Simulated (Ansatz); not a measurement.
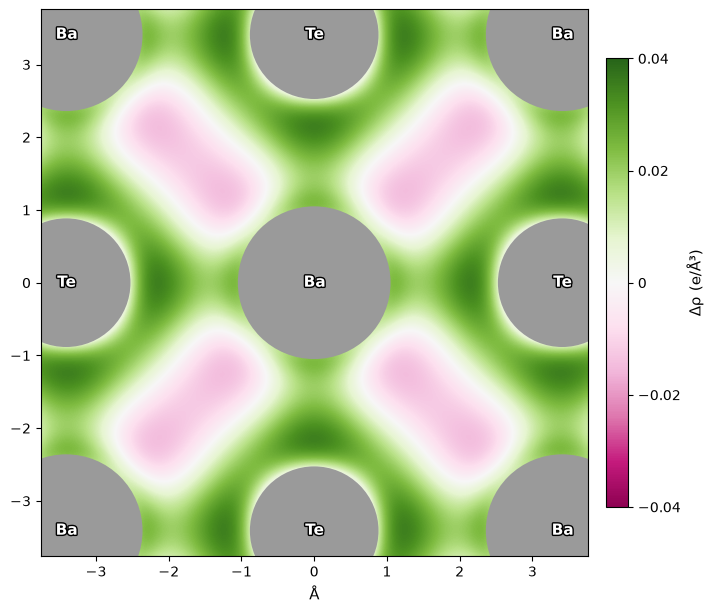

BaTe. Density of the crystal less the sum of free-atom densities: a map on the (100) plane of the conventional cell, with grey discs over the atomic cores. Cores are masked to 1.0 Å (Ba) and 0.9 Å (Te).

Space group Fm-3m; the calculation finds a residual pressure of about 4 GPa at this fixed cell.

Level of theory: DFT PBE, scalar-relativistic, plane waves, PAW in Ansatz 0.2.0.

Core electrons are frozen (PAW), so the fields are smoothed inside the atomic spheres.

The calculation's input:

```
crystal:
  lattice:
    - [0.0, 3.41, 3.41]
    - [3.41, 0.0, 3.41]
    - [3.41, 3.41, 0.0]
  atoms:
    - { symbol: Ba, position: [0.0, 0.0, 0.0] }
    - { symbol: Te, position: [0.5, 0.5, 0.5] }
basis:
  ecutwfc: 420
  fft_grid_basis: typed
kpoints:
  mp_grid: { grid: [8, 8, 8] }
hamiltonian:
  xc: pbe
  pseudopotentials: { kind: paw }
scf:
  occupations: { method: gaussian, width: 0.05 }
output:
  forces: true
  stress: true
  eigenvalues: true
  bader: true
  write_density: true
  volumetric_format: npy
  elf: true
```

Launched as:

```sh
ansatz run input.yaml --threads 1 --pin off --max-ram 3072MiB --backend cpu --events-out ev --progress --plain --runs-dir out
```

The picture shows the conventional cell (a = 6.82 Å, b = 6.82 Å, c = 6.82 Å, α = 90.00°, β = 90.00°, γ = 90.00°).

### What does the deformation density say about the bonding?

Ba–Te (3.41 Å): Δρ is +0.02 e/Å³ at the midpoint. Over the whole cell, outside the masked cores, the largest gain, 0.03 e/Å³, lies 1.3 Å from a tellurium nucleus, and the largest loss, 0.02 e/Å³, lies 1.8 Å from a barium nucleus. The rearranged charge, half the integral of |Δρ|, is about 0.24 e an atom. Bader charges: Ba +1.31 and Te −1.31 e.

The run took 11 s on 1 thread of Arm Neoverse V1, with other jobs on the host, peak memory 0.36 GiB.
